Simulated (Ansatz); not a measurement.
**Geometry relaxation of ZrO4 (part 1 of 2)**

The run: geometry relaxation of ZrO4 (10 atoms in the cell). Method and program: DFT PBE, scalar-relativistic, plane waves, PAW, no spin polarisation (Ansatz 0.2.0).

The structure was made by a generator, so it may or may not be a known phase. Figures and captions count atoms from 1; the log counts them from 0 in places.

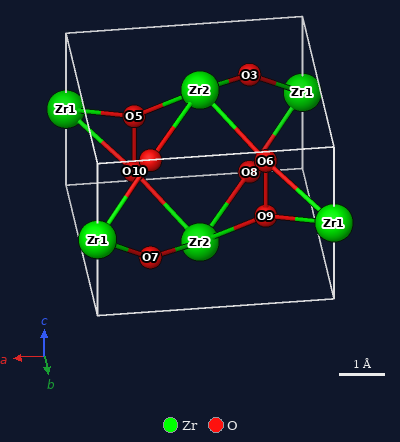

**Figure 1.** The input geometry (ball-and-stick view of the cell of the calculation, seen at an oblique angle; atoms are numbered from 1 in the order of the input). An atom can appear more than once, as a periodic image.

### The input
```yaml
crystal:
  lattice:
    - [5.3446363431, 0.0, 0.0]
    - [0.0, 5.4425144652, 0.0]
    - [0.0, 0.0, 4.0515151616]
  atoms:
    - { symbol: Zr, position: [0.0, 0.0, 0.5] }
    - { symbol: Zr, position: [0.5, 0.5, 0.0] }
    - { symbol: O, position: [0.251167059, 0.2035332959, 0.8196318925] }
    - { symbol: O, position: [0.748832941, 0.7964667041, 0.8196318925] }
    - { symbol: O, position: [0.751167059, 0.2964667041, 0.6803681075] }
    - { symbol: O, position: [0.248832941, 0.7035332959, 0.6803681075] }
    - { symbol: O, position: [0.748832941, 0.7964667041, 0.1803681075] }
    - { symbol: O, position: [0.251167059, 0.2035332959, 0.1803681075] }
    - { symbol: O, position: [0.248832941, 0.7035332959, 0.3196318925] }
    - { symbol: O, position: [0.751167059, 0.2964667041, 0.3196318925] }
basis:
  ecutwfc: 420
kpoints:
  mp_grid: { grid: [8, 8, 10] }
hamiltonian:
  xc: pbe
scf:
  occupations: { method: gaussian, width: 0.01 }
output:
  forces: true
  stress: true
  eigenvalues: true
  write_density: true
  write_potential: true
  elf: true
  volumetric_format: npy
relax:
  adjacent_minimum: "off"
  f_tol: 0.01
  max_steps: 80
  cell: { stress_tol: 0.05 }
```

Launch command:
```bash
ansatz run input.yaml --threads 1 --pin off --max-ram 2560MiB --backend cpu --events-out ev --progress --plain --runs-dir out
```

### Log
```
Engine: ansatz 0.2.0, x86_64-unknown-linux-gnu
Pseudopotentials: kind: paw
Pseudopotential: Zr, paw, valence charge 12, recommended cutoff 420 eV (normal), Zr.paw.azcp
Pseudopotential: O, paw, valence charge 6, recommended cutoff 420 eV (normal), O.paw.azcp
Functional definition: PBE
  parameter kappa = 0.804
  parameter beta = 0.06672455060314922
  exchange = pbe_x(kappa = kappa, mu = beta*pi^2/3)
  correlation = pbe_c(beta = beta)
Crystal: 10 atoms, lattice volume = 117.852 Å³
Basis set: ecut = 420 eV, 2323 PW (Γ), exchange–correlation on 72×80×60 points (8 copies of the dense FFT grid, shifted against one another)
Bands: 46, of which v1, the nominal top of the filled ones, is band 36 counted from 1 (35 counted from 0)
Symmetry: 8 space group operations
Space group: Pnnm (ITA 58), of the structure as read, at distance tolerance 4.9e-5 Å
k-points: 150 of 640
Non-local potential: Zr, projectors of the file, l = 0: 3, l = 1: 2, l = 2: 2, l = 3: 2
Non-local potential: O, projectors of the file, l = 0: 2, l = 1: 2, l = 2: 1
PAW form: soft (Blöchl's): semilocal exchange-correlation on the pseudo side does not see the compensation charge
PAW one-centre angular grid: Zr, 590 points (default); XC on 64 Gauss nodes
PAW one-centre angular grid: O, 110 points (default); XC on 64 Gauss nodes
Initial density: superposition of atomic densities (neutral atoms: chi_scale 0, normalization atom), corrected by the library's trained network
Initial wavefunctions: pseudopotential atomic-orbital guess
Functional: x = pbe(κ = 0.804, μ = 0.2195149727645171), c = pbe(β = 0.06672455060314922)
SCF iter   1: F=—  HF=-12902.341198 eV  |F-HF|=—  |Δ(HF+E_count)|=         —  Δρ=1.69e-2  dr2=2.75e-1  ethr=1.77e-3  ⟨swp⟩=5.6  Hψ=26172  notcnv=0  defer=7
preconditioner: auto → Resta (q_TF=auto, 2.513 Å⁻¹)  ε∞=4.4  [insulator: Δε(μ)=0.422 eV  Ē_g=15.358 eV  σ=0.010 eV  W_gap=1.00  n_scr=30 (ndim 8)  ℏωp=28.2 eV  f_vac=0.066  D(μ)=0.00/eV (n_scr^D=0)  ε∞_Penn≈4.4]
SCF iter   2: F=—  HF=-12902.282690 eV  |F-HF|=—  |Δ(HF+E_count)|=   5.85e-2  Δρ=7.91e-3  dr2=4.39e-2  ethr=3.82e-4  ⟨swp⟩=2.9  Hψ=12076  notcnv=0  defer=539
SCF iter   3: F=—  HF=-12902.278246 eV  |F-HF|=—  |Δ(HF+E_count)|=   4.44e-3  Δρ=3.20e-3  dr2=1.08e-2  ethr=6.10e-5  ⟨swp⟩=3.0  Hψ=12666  notcnv=0  defer=539
SCF iter   4: F=—  HF=-12902.278544 eV  |F-HF|=—  |Δ(HF+E_count)|=   2.98e-4  Δρ=6.19e-4  dr2=5.36e-4  ethr=1.50e-5  ⟨swp⟩=2.4  Hψ=11279  notcnv=0  defer=539
SCF iter   5: F=—  HF=-12902.278898 eV  |F-HF|=—  |Δ(HF+E_count)|=   3.54e-4  Δρ=1.27e-4  dr2=2.51e-5  ethr=7.45e-7  ⟨swp⟩=2.2  Hψ=10516  notcnv=0  defer=539
SCF iter   6: F=—  HF=-12902.278506 eV  |F-HF|=—  |Δ(HF+E_count)|=   3.92e-4  Δρ=2.88e-5  dr2=9.82e-7  ethr=3.48e-8  ⟨swp⟩=2.1  Hψ=10832  notcnv=0  defer=539
SCF iter   7: F=-12902.278508 eV  HF=-12902.278508 eV  |F-HF|=8.55e-8  |Δ(HF+E_count)|=   1.72e-6  Δρ=5.46e-6  dr2=3.59e-8  ethr=1.39e-10  ⟨swp⟩=13.6  Hψ=49848  notcnv=0
SCF 1 converged in 7 iterations: F = -12902.278508 eV  dr2 = 3.59e-8
  greatest PAW one-centre occupation: 0.995 electrons in one spin orbital (limit 2), on the Zr atom at site 1 (counted from 0), in its partial waves of l = 0
relax step   1: F+E_penalty+E_count = -12902.27850779 eV  Δ(F+E_penalty+E_count) = +0.000e0 eV  max|allowed force component| = 5.813e-3 eV/Å  Δτ_max = 0.0000 Å  P = -0.003 GPa  Ω = 117.852 Å³  (7 SCF iters, dr2 threshold 1.00e-7 eV, accepted)
Crystal: 10 atoms, lattice volume = 117.866 Å³
Initial density: handed on by an earlier stage of this run
Initial wavefunctions: those handed on with the density
iter 1 solved again at ethr=1.75e-7 eV; its pass at ethr=3.10e-3 eV (dr2=1.26e-4 eV) is discarded
SCF iter   1: F=—  HF=-12902.278650 eV  |F-HF|=—  |Δ(HF+E_count)|=         —  Δρ=7.36e-4  dr2=1.31e-4  ethr=1.75e-7  ⟨swp⟩=3.2  Hψ=27708  notcnv=0  defer=3
preconditioner: auto → Resta (q_TF=auto, 2.513 Å⁻¹)  ε∞=4.4  [insulator: Δε(μ)=0.179 eV  Ē_g=15.264 eV  σ=0.010 eV  W_gap=1.00  n_scr=30 (ndim 8)  ℏωp=28.2 eV  f_vac=0.071  D(μ)=0.00/eV (n_scr^D=0)  ε∞_Penn≈4.4]
SCF iter   2: F=—  HF=-12902.278637 eV  |F-HF|=—  |Δ(HF+E_count)|=   1.30e-5  Δρ=3.47e-4  dr2=2.85e-5  ethr=1.75e-7  ⟨swp⟩=1.9  Hψ=10050  notcnv=0
SCF iter   3: F=—  HF=-12902.278234 eV  |F-HF|=—  |Δ(HF+E_count)|=   4.03e-4  Δρ=3.87e-5  dr2=9.90e-7  ethr=3.96e-8  ⟨swp⟩=2.8  Hψ=11836  notcnv=0
SCF iter   4: F=-12902.278234 eV  HF=-12902.278234 eV  |F-HF|=3.28e-8  |Δ(HF+E_count)|=   4.94e-7  Δρ=6.82e-6  dr2=5.73e-8  ethr=8.98e-11  ⟨swp⟩=9.4  Hψ=51332  notcnv=0
SCF 2 converged in 4 iterations: F = -12902.278234 eV  dr2 = 5.73e-8
relax step   2: F+E_penalty+E_count = -12902.27823428 eV  Δ(F+E_penalty+E_count) = +2.735e-4 eV  max|allowed force component| = 3.570e-3 eV/Å  Δτ_max = 0.0014 Å  P = -0.019 GPa  Ω = 117.866 Å³  energy of the carried Pulay correction = -3.766e-4 eV  (4 SCF iters, dr2 threshold 6.47e-8 eV, accepted)
Crystal: 10 atoms, lattice volume = 117.867 Å³
iter 1 solved again at ethr=7.21e-8 eV; its pass at ethr=3.10e-3 eV (dr2=5.19e-5 eV) is discarded
SCF iter   1: F=—  HF=-12902.278632 eV  |F-HF|=—  |Δ(HF+E_count)|=         —  Δρ=5.20e-4  dr2=5.11e-5  ethr=7.21e-8  ⟨swp⟩=2.8  Hψ=24312  notcnv=0
SCF iter   2: F=—  HF=-12902.278224 eV  |F-HF|=—  |Δ(HF+E_count)|=   4.07e-4  Δρ=2.49e-4  dr2=1.10e-5  ethr=7.10e-8  ⟨swp⟩=1.9  Hψ=9542  notcnv=0
SCF iter   3: F=—  HF=-12902.278225 eV  |F-HF|=—  |Δ(HF+E_count)|=   5.54e-7  Δρ=2.52e-5  dr2=2.47e-7  ethr=1.53e-8  ⟨swp⟩=1.8  Hψ=9680  notcnv=0
SCF iter   4: F=—  HF=-12902.278225 eV  |F-HF|=—  |Δ(HF+E_count)|=   6.71e-8  Δρ=9.47e-6  dr2=8.54e-8  ethr=3.43e-10  ⟨swp⟩=2.0  Hψ=10438  notcnv=0
SCF iter   5: F=-12902.278225 eV  HF=-12902.278225 eV  |F-HF|=3.79e-9  |Δ(HF+E_count)|=   1.75e-8  Δρ=2.22e-6  dr2=3.32e-9  ethr=1.64e-11  ⟨swp⟩=7.7  Hψ=44686  notcnv=0
SCF 3 converged in 5 iterations: F = -12902.278225 eV  dr2 = 3.32e-9
relax step   3: F+E_penalty+E_count = -12902.27822481 eV  Δ(F+E_penalty+E_count) = +9.467e-6 eV  max|allowed force component| = 2.332e-3 eV/Å  Δτ_max = 0.0011 Å  P = -0.009 GPa  Ω = 117.867 Å³  energy of the carried Pulay correction = -4.125e-4 eV  (5 SCF iters, dr2 threshold 1.18e-8 eV, accepted)
Initial wavefunctions: pseudopotential atomic-orbital guess (no wavefunctions were taken with the density)
iter 1 solved again at ethr=4.78e-9 eV; its pass at ethr=3.10e-3 eV (dr2=3.44e-6 eV) is discarded
SCF iter   1: F=—  HF=-12902.279072 eV  |F-HF|=—  |Δ(HF+E_count)|=         —  Δρ=1.36e-5  dr2=3.87e-8  ethr=4.78e-9  ⟨swp⟩=3.9  Hψ=48124  notcnv=0
SCF iter   2: F=—  HF=-12902.278666 eV  |F-HF|=—  |Δ(HF+E_count)|=   4.06e-4  Δρ=7.85e-6  dr2=1.69e-8  ethr=5.38e-11  ⟨swp⟩=2.5  Hψ=12629  notcnv=0
SCF iter   3: F=—  HF=-12902.278666 eV  |F-HF|=—  |Δ(HF+E_count)|=   1.02e-7  Δρ=3.83e-6  dr2=2.81e-9  ethr=2.34e-11  ⟨swp⟩=2.0  Hψ=9323  notcnv=0
SCF iter   4: F=—  HF=-12902.278666 eV  |F-HF|=—  |Δ(HF+E_count)|=   3.29e-8  Δρ=9.61e-7  dr2=2.54e-10  ethr=3.91e-12  ⟨swp⟩=2.1  Hψ=10634  notcnv=0
SCF iter   5: F=-12902.278666 eV  HF=-12902.278666 eV  |F-HF|=1.20e-10  |Δ(HF+E_count)|=   2.37e-9  Δρ=2.36e-7  dr2=3.77e-11  ethr=1.00e-12  ⟨swp⟩=5.9  Hψ=30917  notcnv=0
SCF 4 converged in 5 iterations: F = -12902.278666 eV  dr2 = 3.77e-11
relax step   4: F+E_penalty+E_count = -12902.27866578 eV  Δ(F+E_penalty+E_count) = -4.410e-4 eV  max|allowed force component| = 2.327e-3 eV/Å  Δτ_max = 0.0000 Å  P = -0.004 GPa  Ω = 117.867 Å³  stress off target by 2.88e-2 GPa  SCF on the basis re-selected at this cell (its energy is not comparable with the rows above)  (5 SCF iters)
```

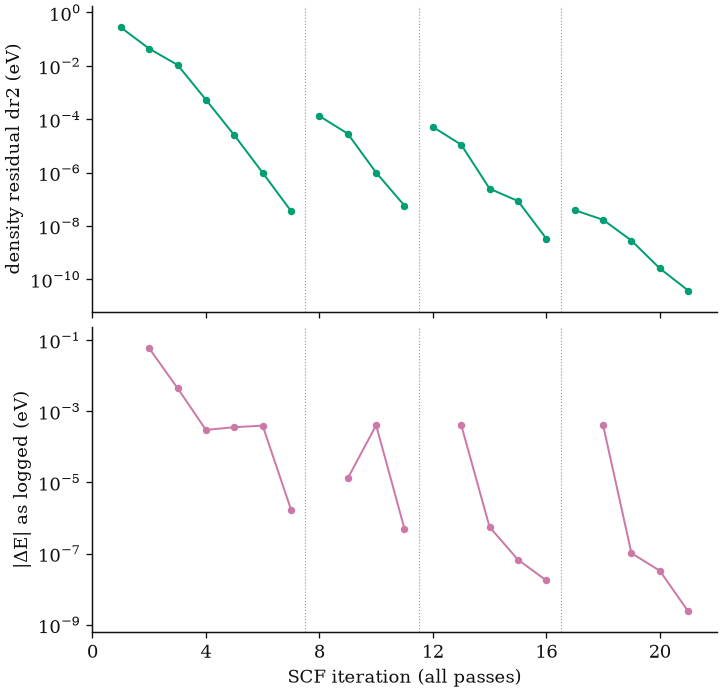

**Figure 2.** Convergence of the self-consistent field: density residual dr2 and size of the energy change against the SCF iteration. The dotted lines part the SCF passes of the relaxation: geometry steps, rejected trials and re-solves on a re-selected basis. The passes take 7, 4, 5 and 5 iterations.

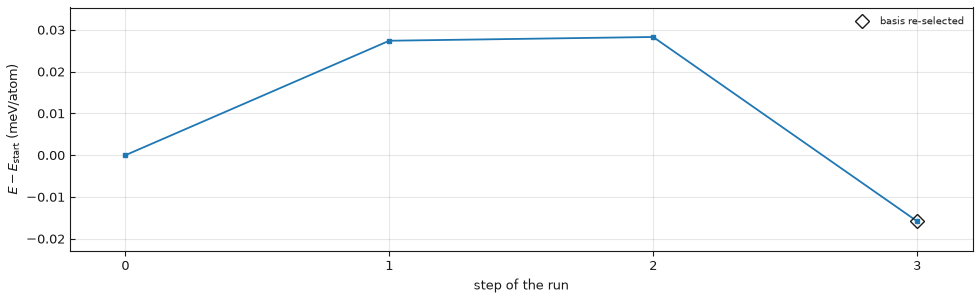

**Figure 3.** Progress of the relaxation, step by step (the first geometry is step 0 here and step 1 in the log). No atom moves by more than 0.005 Å relative to the cell. The space group stays Pnnm (No. 58). After 2 geometry steps the energy has risen by next to nothing (0.0 meV per atom). Largest force component: 0.0058 eV/Å at the start, 0.0023 eV/Å at the end. The pressure goes from 0.00 to 0.00 GPa. A last SCF at the same geometry on a re-selected plane-wave basis shifts the energy by next to nothing (0.0 meV per atom).

```
basis re-selected at this cell: Δ(F+E_penalty+E_count) = -4.410e-4 eV, ΔP = +0.005 GPa vs the last step (what re-selecting the basis moved, of the pressure what is left beyond the Pulay correction that the steps carried, after the strain that the cell walked since its last selection, with what the two solves' SCF thresholds leave and, on support functions, any second-order correction that the steps lacked; it is no measure of the basis error at this ecutwfc). This SCF's stress stands 2.88e-2 GPa from its target on what of the cell is left free (relax.cell.stress_tol is 5.00e-2 GPa) and its largest allowed force component is 2.33e-3 eV/Å (relax.f_tol is 1.00e-2 eV/Å): within both
SCF converged after 5 iterations
Free energy (F): -12902.278666 eV
Harris-Foulkes:  -12902.278666 eV  (|F-HF|=1.20e-10)
Internal energy: -12902.278666 eV  (E = F + TS)
E sigma→0 (E₀):  -12902.278666 eV
Fermi energy:    8.733868 eV
--- Per-component energies (eV) ---
  E_band       = -412.522851
  E_kinetic    = 2055.465287
  E_local      = -4421.951220  (includes V_loc(G=0)·N_el)
  E_nonlocal   = 537.573133
  E_hartree    = 1492.023058
  E_xc         = -910.090162
  E_vxc        = -1130.050466  (∫ρ·V_xc dr)
  E_paw        = -7165.771721  (= ΣΔE_a)
  E_vpaw       = -437.624780  (= ΣTr[D̂ρ^β])
  E_aug_tail   = 0.019217  (compensation charges beyond the density's cutoff)
  E_ewald      = -4489.546256
  E_smearing   = -0.000000  (= −TS)
  E_closure    = -0.000000  (closes the sum)
  Σ components = -12902.278666   (vs F -12902.278666, Δ=0.00e0)
--- Forces (eV/Å), atoms counted from 1 ---
  atom   1  Zr     0.00000000    -0.00000000     0.00000000
  atom   2  Zr     0.00000000     0.00000000     0.00000000
  atom   3  O     -0.00032827     0.00232682    -0.00077074
  atom   4  O      0.00032827    -0.00232682    -0.00077074
  atom   5  O     -0.00032827    -0.00232682     0.00077074
  atom   6  O      0.00032827     0.00232682     0.00077074
  atom   7  O      0.00032827    -0.00232682     0.00077074
  atom   8  O     -0.00032827     0.00232682     0.00077074
  atom   9  O      0.00032827     0.00232682    -0.00077074
  atom  10  O     -0.00032827    -0.00232682    -0.00077074
  max |Σ_I F_I| component: 3.47e-18 eV/Å
--- Stress (GPa, compression-positive) ---
        0.002163       0.000000      -0.000000
        0.000000      -0.028830      -0.000000
       -0.000000      -0.000000       0.015440
  P = ⅓ Tr σ = -0.0037 GPa (-0.037 kbar)
--- Band table (eV; the first three rows and the last of 150) ---
```
